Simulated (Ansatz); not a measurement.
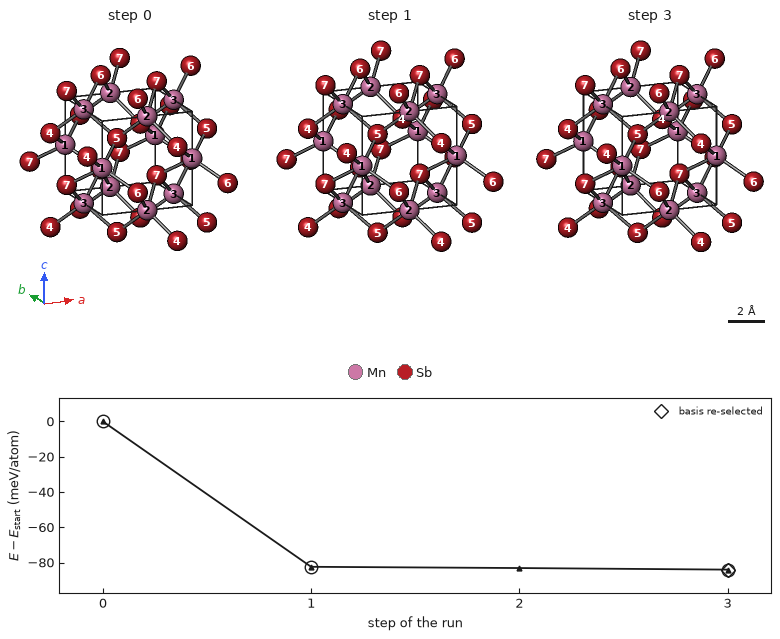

Frames of a relaxation of crystalline Mn$_{3}$Sb$_{4}$ (a generated structure, set up in P-43m) (coarse preliminary run), marked on the history of the run. A ball-and-stick model of the cell of the calculation, seen slightly off an axis.

Method: DFT PBE, scalar-relativistic, plane waves, PAW (Ansatz). Settings: plane-wave cutoff 420 eV; k-point mesh 4 × 4 × 4; occupations gaussian; smearing width 0.1 eV; collinear spin; cell and atoms relaxed; force threshold 0.04 eV/Å; at most 70 steps.

Describe the path.

Answer. Over 2 accepted moves (3 points after the start) the energy falls by 84.0 meV per atom. Largest force component: 0.43 eV/Å at the start, 0.023 eV/Å at the end. The pressure goes from 8.54 to 0.08 GPa. The SCF was repeated once at an unchanged geometry on a basis and grid sized afresh for the cell, which shifted the energy by 0.9 meV per atom at most. The largest moves relative to the cell, 0.010 Å, are those of Sb4, Sb5, Sb6 and Sb7. Sb4 goes along [1 1 1]. Mn stays in place. The drawn cell changes as follows: a = b = c 5.532 → 5.797 Å (+4.8 %); the volume changes by +15.1 %. Near-neighbour distances that change, for instance: Mn1–Sb4 2.503 → 2.619 Å. The space group stays P-43m (No. 215). From step 0 to 1: Sb atoms move most (0.03 Å), volume +15.5 %, energy −82.4 meV per atom. From step 1 to 3: Sb atoms move most (0.02 Å), volume −0.4 %, energy −1.6 meV per atom.

| step | E − E(0), meV/atom | largest force component, eV/Å | pressure, GPa | volume, Å³/atom | note |
| --- | --- | --- | --- | --- | --- |
| 0 | 0.00 | 0.4335 | 8.54 | 24.185 |  |
| 1 | -82.41 | 0.0433 | 0.20 | 27.939 |  |
| 2 | -83.11 | 0.0232 | 0.06 | 27.830 |  |
| 3 | -84.01 | 0.0230 | 0.08 | 27.830 | same geometry, new basis |
